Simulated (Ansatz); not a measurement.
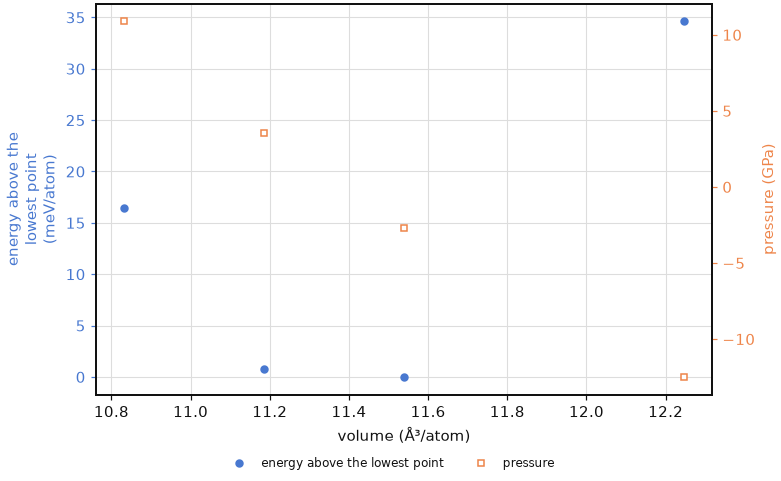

The figure shows the energy above the lowest point and pressure against volume for GaN, space group F-43m (No. 216) (one of a set of cubic test structures, which need not be the stable phase).

How it was computed, with Ansatz 0.2.0 development build: equation of state of a cubic crystal from periodic Kohn-Sham density functional theory without spin, third-order Birch-Murnaghan fit to the free energies; pressure corrected for the finite basis. Level: HSE06.

structure type zinc blende; atoms in cell 2; space group number 216; lattice centring face-centred primitive; k mesh 4×4×4; occupation method Fermi–Dirac; occupation width 0.05 eV; wave cutoff 700 eV; datasets hard PAW; density tolerance 0 eV; bands 17; density cutoff ratio 4; search for lower states default; exchange singularity regularized.

The point at volume 11.89 Å³/atom is left out of the plot. What does the calculation give there?

```
volume (Å³/atom)  energy above the lowest point (meV/atom)  pressure (GPa)
           11.89                                      11.9            -8.0
```

Keep in mind: cubic model structure, not the ambient form; modest k-mesh, values are not fully converged in k; pseudopotentials made with PBE, not this functional.
